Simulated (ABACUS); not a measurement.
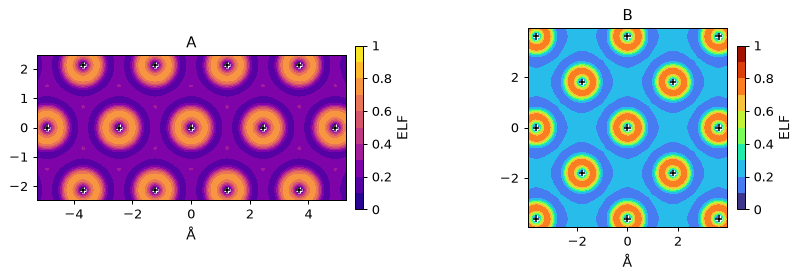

The ELF of 2 systems, each on a plane through atoms (crosses mark nuclei in the plane).

Method: ABACUS, Kohn-Sham DFT of a periodic cell, r2SCAN, SG15 ONCV 1.2 PBE.

System 1: Ni, the (111) plane of the conventional cell. Space group Fm-3m; a structure from a database of computed crystals, not necessarily the ambient phase; spin-polarised.

System 2: Cu, the (100) plane of the conventional cell. Space group Fm-3m; computed pressure about −4 GPa in this cell.

### Which map belongs to which system?

Panel A is system 1, Ni: the plane holds Ni. Ni–Ni (2.46 Å): the ELF is about 0.25 at the midpoint (no localised pair shows between them). Panel B is system 2, Cu: the plane holds Cu. Cu–Cu (2.56 Å): the ELF is about 0.20 at the midpoint; no shared electron pair shows on this line.
